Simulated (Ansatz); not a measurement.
System: Si.

Input file:

```
crystal:
  lattice:
    - [-1.5309855651, 1.5309855651, 1.4909735506]
    - [1.5309855651, -1.5309855651, 1.4909735506]
    - [1.5309855651, 1.5309855651, -1.4909735506]
  atoms:
    - { symbol: Si, position: [0.0, 0.0, 0.0] }
basis:
  ecutwfc: 500
kpoints:
  mp_grid: { grid: [26, 26, 26] }
hamiltonian:
  xc: r2scan
scf:
  occupations: { method: gaussian, width: 0.15 }
output:
  forces: true
  stress: true
  eigenvalues: true
  write_density: true
  write_potential: true
  elf: true
  volumetric_format: npy
```

Launched as:

```sh
ansatz run input.yaml --threads 1 --pin off --max-ram 2560MiB --backend cpu --events-out ev --progress --plain --runs-dir out
```

Below, planes, directions and counts refer to the conventional cell (a = 3.06 Å, b = 3.06 Å, c = 2.98 Å, α = 90.00°, β = 90.00°, γ = 90.00°).

Space group I4/mmm; a structure from a database of computed crystals, not necessarily the ambient phase.

Method: DFT r2SCAN, scalar-relativistic, plane waves, PAW (Ansatz 0.2.0).

What can the converged valence pseudo-density and electron localisation function tell about the bonding?

Answer. Si–Si (2.63 Å): ρ is about 0.33 e/Å³ halfway; the ELF peaks at about 0.75 between the atoms.

Does the calculation give a band gap?

Answer. It is gapless in this calculation (a metal or semimetal).

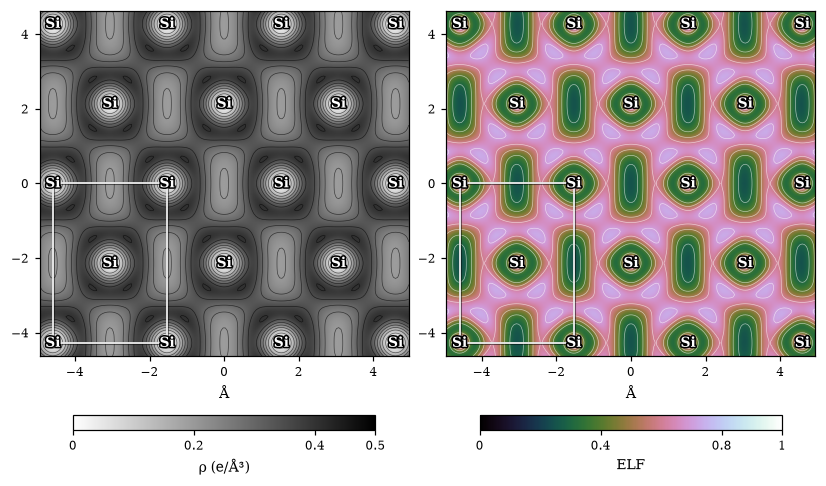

Computed valence pseudo-density and electron localisation function on the (011) plane of the conventional cell, in this order. 

In a PAW calculation such maps are meaningful between the atoms, not at the nuclei.
